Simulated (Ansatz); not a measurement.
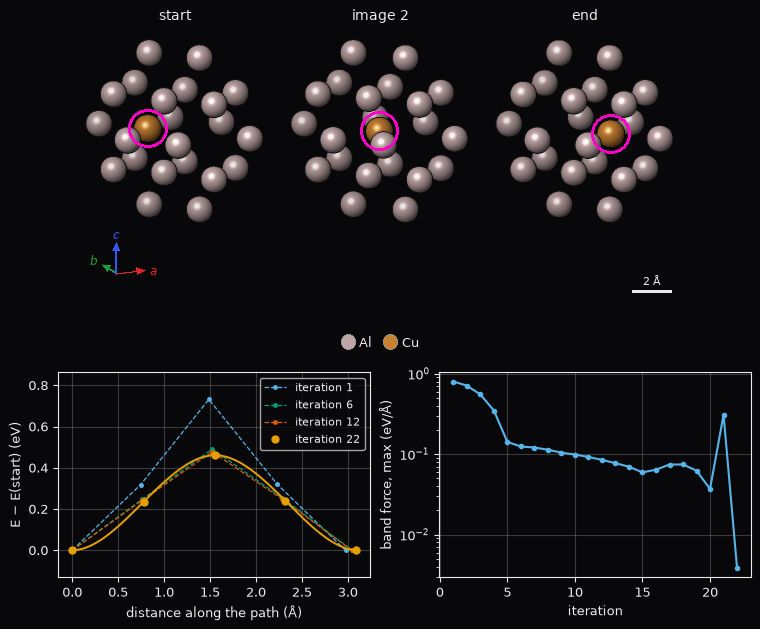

A nudged-elastic-band calculation for Al with an Al vacancy (31 atoms in the cell). Images are numbered from 0 (start) to 4 (end). The plot follows the band through its iterations. The picture is a spheres-only view of the atoms within 4.5 Å of the middle of the path, seen slightly off an axis. The moving atom is ringed, with any periodic copies.

These are results of DFT PBEsol, scalar-relativistic, plane waves, PAW (Ansatz), not measurements. Run with plane-wave cutoff 420 eV; k-point mesh 3 × 3 × 3; Gaussian smearing 0.05 eV; 3 movable images; climbing image; force threshold 0.05 eV/Å; iteration limit 50; spring constant 50.0 eV/Å²; optimiser FIRE.

**How did the profile develop, and is the result final?**

The run is converged, with reservations. The band converged in 22 iterations. The largest component of the band force went from 0.8 to 0.0038 eV/Å. The climbing image converged on the top of the path. Its curvatures weren't checked. The spring constant is far from the usual few eV/Å², which spoils the spacing or the steps. The first iteration put the highest image at 0.73 eV. The barrier is about 0.46 eV in both directions, with image 2 at the top; the ends have the same energy.

Limits of the set-up: the periodic images lie only 8.1 Å apart, so the values are limited by the cell's size.

PAW datasets: the set soft_1.
